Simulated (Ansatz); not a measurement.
The calculation's input:

```
crystal:
  lattice:
    - [3.8661357901, 0.0, 0.0]
    - [0.0, 3.8661357901, 0.0]
    - [0.0, 0.0, 5.1401911232]
  atoms:
    - { symbol: Sn, position: [0.5, 0.0, 0.7741454103] }
    - { symbol: Sn, position: [0.0, 0.5, 0.2258545897] }
    - { symbol: O, position: [0.0, 0.0, 0.0] }
    - { symbol: O, position: [0.5, 0.5, 0.0] }
basis:
  ecutwfc: 420
kpoints:
  mp_grid: { grid: [10, 10, 8] }
hamiltonian:
  xc: pbe
scf:
  occupations: { method: gaussian, width: 0.02 }
output:
  forces: true
  stress: true
  eigenvalues: true
  write_density: true
  write_potential: true
  elf: true
  volumetric_format: npy
relax:
  adjacent_minimum: "off"
  f_tol: 0.01
  max_steps: 80
  cell: { stress_tol: 0.05 }
```

Command:

```sh
ansatz run input.yaml --threads 1 --pin off --max-ram 2560MiB --backend cpu --events-out ev --progress --plain --runs-dir out
```

Below, planes, directions and counts refer to the conventional cell (a = 3.87 Å, b = 3.87 Å, c = 5.08 Å, α = 90.00°, β = 90.00°, γ = 90.00°).

The fields are those of the run's last geometry, not of the input's.

Space group P4/nmm; a structure generated by program, which may or may not match a known phase.

These are results of Ansatz 0.2.0, DFT PBE, scalar-relativistic, plane waves, PAW, not measurements.

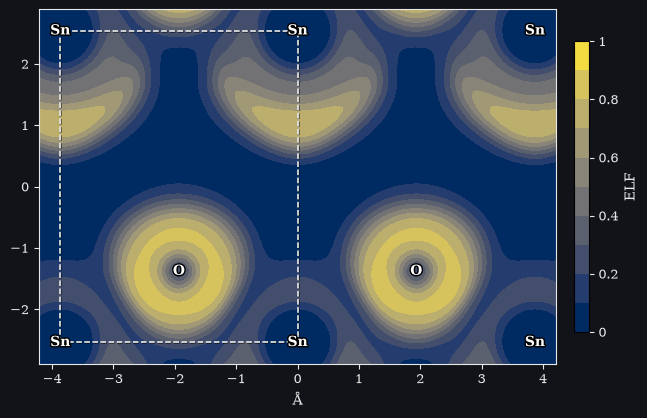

SnO. Electron localisation function on the (100) plane of the conventional cell.

Describe what can be read from this map.

The plane passes through Sn and O nuclei.
Sn–O (2.25 Å): the ELF peaks at about 0.85 in the valence shell of O, 0.6 Å from its nucleus, and is about 0.20 at the midpoint: no localised pair shows between them.
